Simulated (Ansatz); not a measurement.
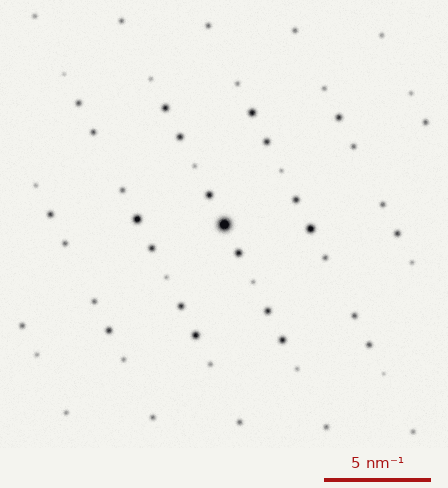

Kinematic zone-axis pattern, calculated for 300 keV electrons with B = 1 Å².

It belongs to WSe2, space group R-3m (No. 166), a = 3.24 Å, c = 19.49 Å (hexagonal axes). Structure: the geometry relaxed with Ansatz 0.2.0, DFT PBEsol, scalar-relativistic, plane waves, PAW; the starting structure was generated, so it need not be a known form of this composition.

Question: Determine the zone axis from the geometry of the pattern.

Answer: The spots form an oblique net whose two shortest vectors correspond to d = 6.50 Å and 2.77 Å, 81.8° apart. They index as 0 0 3 and 0 -1 1, so the zone axis is [100] (or an equivalent direction of <100>).

Question: Which reflections of this zone are missing, and why?

Answer: The lattice centring (R) removes all reflections that break −h + k + l = 3n; reflections such as 0 1 -10, 0 2 -2, 0 1 14 are allowed but too weak to see at this display level.
